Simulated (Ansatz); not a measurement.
**TaN: single-point calculation (part 2 of 2)**

TaN (slab, 24 atoms in the cell); DFT PBE+D3(BJ), scalar-relativistic, plane waves, PAW, no spin polarisation (Ansatz 0.2.0); cutoff 420 eV, 3×3×1 k-mesh, Gaussian smearing of 0.1 eV. The structure derives from an entry of the Crystallography Open Database. It belongs to a series of runs on one base structure; here: the slab at its places in the relaxed adsorbed structure.

Output, continued:
```
  k-point 2: bands = ["-66.4648", "-66.4278", "-66.4117", "-66.3624", "-66.1162", "-66.0978", "-66.0350", "-65.9876", "-65.8212", "-65.7783", "-65.6946", "-65.5408", "-33.2383", "-33.1859", "-33.1706", "-33.1584", "-33.1278", "-33.1086", "-33.0722", "-33.0138", "-32.9409", "-32.9281", "-32.8876", "-32.8737", "-32.8603", "-32.8249", "-32.8101", "-32.8026", "-32.7611", "-32.7539", "-32.7164", "-32.7049", "-32.5693", "-32.5515", "-32.5138", "-32.4428", "-32.4195", "-32.3922", "-32.3683", "-32.3575", "-32.2960", "-32.2624", "-32.2432", "-32.2239", "-32.1248", "-32.1026", "-32.0708", "-31.9584", "-14.5965", "-13.8385", "-13.7127", "-13.4922", "-13.2631", "-13.1429", "-12.9258", "-12.7230", "-12.5812", "-12.2000", "-12.0829", "-11.4387", "-5.9800", "-5.4714", "-5.3246", "-5.1092", "-4.5931", "-4.4819", "-4.3262", "-4.2271", "-4.1968", "-3.8888", "-3.6928", "-3.5286", "-3.4746", "-3.3532", "-3.3057", "-3.2554", "-3.0715", "-2.9509", "-2.8487", "-2.7585", "-2.7336", "-2.5464", "-2.4493", "-2.3949", "-2.3397", "-2.2458", "-2.1377", "-2.0690", "-1.8793", "-1.8187", "-1.6756", "-1.6336", "-1.5410", "-1.2763", "-0.9601", "-0.8531", "0.0750", "0.0941", "0.7146", "1.1356", "1.6864", "1.7445", "1.9608", "2.2019", "2.3704", "2.3972", "2.5839", "2.6951", "2.9303", "3.1380", "3.1949", "3.2752", "3.5237", "3.7133", "4.1410", "4.2421", "4.3999", "4.4514", "4.5620", "4.6499", "4.7267", "4.8354", "4.8763", "4.9685", "5.0910", "5.5323", "5.6333", "5.6816", "5.7289", "5.8379", "5.9085", "6.0182"]
  k-point 4: bands = ["-66.4634", "-66.4271", "-66.4127", "-66.3635", "-66.1152", "-66.0973", "-66.0359", "-65.9883", "-65.8198", "-65.7796", "-65.6942", "-65.5412", "-33.1555", "-33.1424", "-33.1342", "-33.1173", "-33.0895", "-33.0866", "-33.0558", "-33.0332", "-32.9335", "-32.8925", "-32.8698", "-32.8642", "-32.8585", "-32.8444", "-32.8322", "-32.8252", "-32.8120", "-32.7510", "-32.7385", "-32.7107", "-32.5676", "-32.5308", "-32.5178", "-32.4874", "-32.4419", "-32.4279", "-32.3946", "-32.3468", "-32.3423", "-32.2937", "-32.2465", "-32.2117", "-32.1576", "-32.1177", "-32.0916", "-31.9530", "-14.3171", "-13.8351", "-13.7572", "-13.4868", "-13.2540", "-13.0166", "-12.8377", "-12.7703", "-12.6877", "-12.3201", "-12.0979", "-11.5024", "-5.4726", "-5.3453", "-5.2072", "-5.0284", "-4.9484", "-4.5728", "-4.3651", "-4.2525", "-4.1473", "-4.0278", "-3.6770", "-3.6120", "-3.5410", "-3.3943", "-3.2600", "-3.2229", "-3.0167", "-2.9668", "-2.8717", "-2.8095", "-2.6995", "-2.6412", "-2.5838", "-2.4971", "-2.3602", "-2.1937", "-2.1522", "-2.0937", "-1.9751", "-1.9430", "-1.7232", "-1.5765", "-1.5042", "-1.2053", "-1.1093", "-1.0506", "-0.0693", "0.7995", "0.9573", "1.2042", "1.4648", "1.7171", "2.1891", "2.4261", "2.5494", "2.7885", "3.0022", "3.1093", "3.1964", "3.3278", "3.5168", "3.6110", "3.7327", "3.8585", "3.9230", "4.0386", "4.1454", "4.2302", "4.3884", "4.4160", "4.5746", "4.6965", "4.8155", "4.8534", "4.9020", "5.1088", "5.2413", "5.2717", "5.3946", "5.4787", "5.5595", "5.7184"]
```

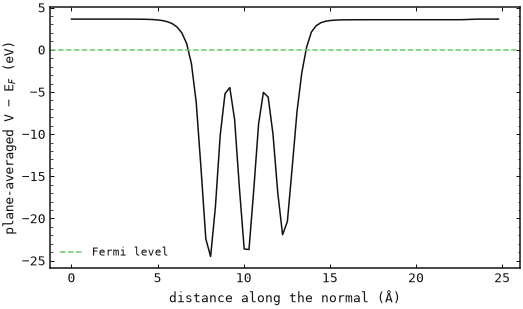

Plane average of the electrostatic potential energy of an electron across the cell, from the Fermi level. The vacuum level lies 3.56 eV above the Fermi level on the upper side and 3.64 eV on the lower.

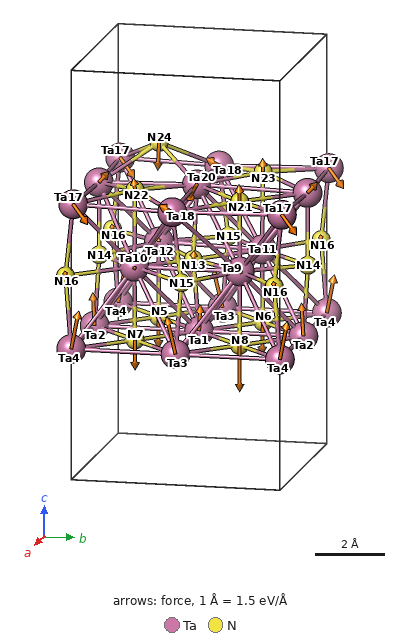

Forces on the atoms as orange arrows (ball-and-stick view of the cell of the calculation, with the vacuum cut short, seen slightly off an axis; atoms are numbered from 1 in the order of the input); the smallest are left out. The largest act on N8 (2.07 eV/Å); Ta4 (1.81 eV/Å); Ta3 (1.74 eV/Å); N6 (1.50 eV/Å), among others. The geometry is not a stationary point of this energy.

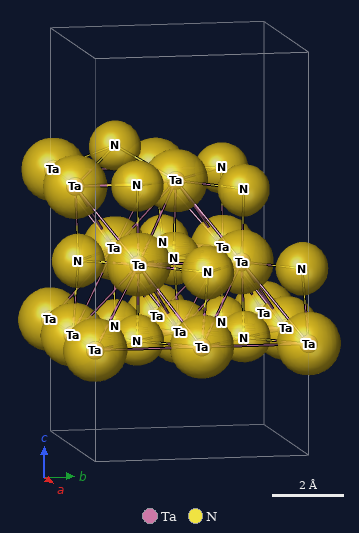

Isosurface of the valence charge density (pseudo) at 1 e/Å³ (yellow), seen slightly off an axis. Sticks mark near contacts. At this value the density breaks into separate islands; it holds about 60 % of the electrons treated as valence (semicore included). It is pinched off along the Ta–N (2.12 Å), Ta–Ta (2.79 Å), Ta–N (2.16 Å) and Ta–N (2.20 Å) contacts. On the grid the lowest density along these lines, outside the cores, is 0.66 e/Å³ (Ta–N, 2.12 Å), 0.4 e/Å³ (Ta–Ta, 2.79 Å), 0.6 e/Å³ (Ta–N, 2.16 Å) and 0.53 e/Å³ (Ta–N, 2.20 Å). Core electrons are frozen (PAW), so the fields are smoothed inside the atomic spheres.

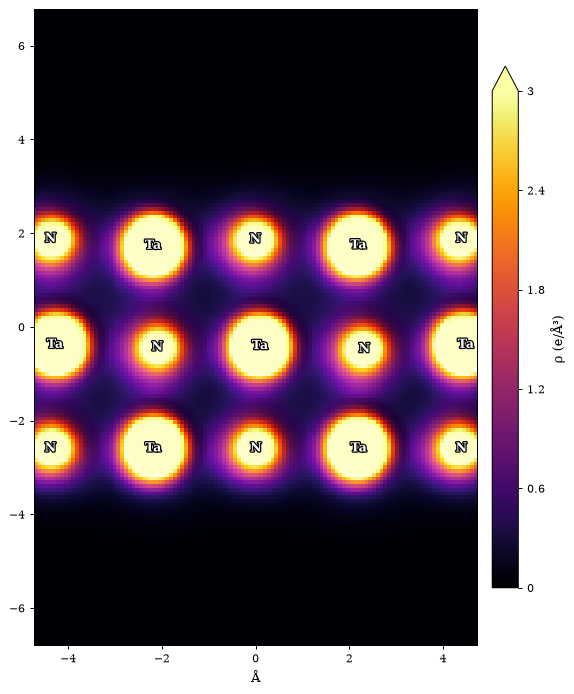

Valence charge density (pseudo) on the (110) plane of the calculation cell, a cut from vacuum to vacuum. The section cuts through Ta and N sites. Ta–N (2.13 Å): the density is about 0.68 e/Å³ at the midpoint. Ta–N (2.16 Å): the density is about 0.62 e/Å³ at the midpoint. Ta–N (2.20 Å): ρ at the midpoint is about 0.54 e/Å³. Ta–N (2.22 Å): the density is about 0.54 e/Å³ at the midpoint. Ta–N (2.28 Å): ρ at the midpoint is about 0.48 e/Å³. The density dies away to nearly zero in the vacuum.

The run was set up as follows.

Input file:
```yaml
crystal:
  lattice:
    - [6.2014901219, 0.0, 0.0]
    - [0.0, 6.2014901219, 0.0]
    - [0.0, 0.0, 25.0640157186]
  atoms:
    - { symbol: Ta, position: [0.5, 0.5, 0.3191826916] }
    - { symbol: Ta, position: [0.5, 0.0, 0.3191826916] }
    - { symbol: Ta, position: [0.0, 0.5, 0.3191826916] }
    - { symbol: Ta, position: [0.0, 0.0, 0.3191826916] }
    - { symbol: "N", position: [0.25, 0.25, 0.3191826916] }
    - { symbol: "N", position: [0.25, 0.75, 0.3191826916] }
    - { symbol: "N", position: [0.75, 0.25, 0.3191826916] }
    - { symbol: "N", position: [0.75, 0.75, 0.3191826916] }
    - { symbol: Ta, position: [0.7203927982, 0.7449606565, 0.4050805186] }
    - { symbol: Ta, position: [0.7726506341, 0.2510140116, 0.4074293687] }
    - { symbol: Ta, position: [0.2703765951, 0.7505295076, 0.4063592314] }
    - { symbol: Ta, position: [0.2373589755, 0.2486084905, 0.4075641166] }
    - { symbol: "N", position: [0.5003967325, 0.4727331551, 0.4037944817] }
    - { symbol: "N", position: [0.510063525, 0.0242515727, 0.4042822093] }
    - { symbol: "N", position: [-0.0006136374, 0.527650633, 0.4044504021] }
    - { symbol: "N", position: [-0.0092349718, -0.0292988377, 0.4052078352] }
    - { symbol: Ta, position: [0.0107507789, 0.0118861801, 0.4917363236] }
    - { symbol: Ta, position: [0.0113076999, 0.4864210389, 0.4883117592] }
    - { symbol: Ta, position: [0.4812764416, 0.0157583297, 0.4884994004] }
    - { symbol: Ta, position: [0.4848636757, 0.4861131876, 0.4920725062] }
    - { symbol: "N", position: [0.7457048714, 0.7497193942, 0.4895391297] }
    - { symbol: "N", position: [0.750086105, 0.249620888, 0.4976522805] }
    - { symbol: "N", position: [0.2472806576, 0.750165127, 0.4970960156] }
    - { symbol: "N", position: [0.2451958448, 0.2513367686, 0.5257613605] }
basis:
  ecutwfc: 420
kpoints:
  mp_grid: { grid: [3, 3, 1] }
hamiltonian:
  xc: pbe
  dispersion: d3bj
scf:
  occupations: { method: gaussian, width: 0.1 }
output:
  forces: true
  eigenvalues: true
  write_density: true
  volumetric_format: npy
efield:
  axis: 3
  dipole_correction: true
  ramp_width: 0.04
```

Launched with:
```bash
ansatz run input.yaml --threads 8 --pin off --max-ram 20480MiB --backend cpu --events-out ev --progress --plain --runs-dir out
```

Summary:

```csv
quantity,value
outcome,converged
electrons treated,216
free energy,−123816.0361 eV
"work function, top face",3.56 eV
"work function, bottom face",3.64 eV
Fermi energy,3.056 eV
gap on the k-point mesh,none (metallic)
work function (upper face),3.56 eV
largest force (length of the vector),2.071 eV/Å
hardware,"8 threads of Arm Neoverse V2, 24 GiB of memory available, shared host"
wall time,12 s (CPU time 97 s)
peak memory,2.8 GiB
```

Remarks:

Spin–orbit coupling is left out, which matters for Ta.
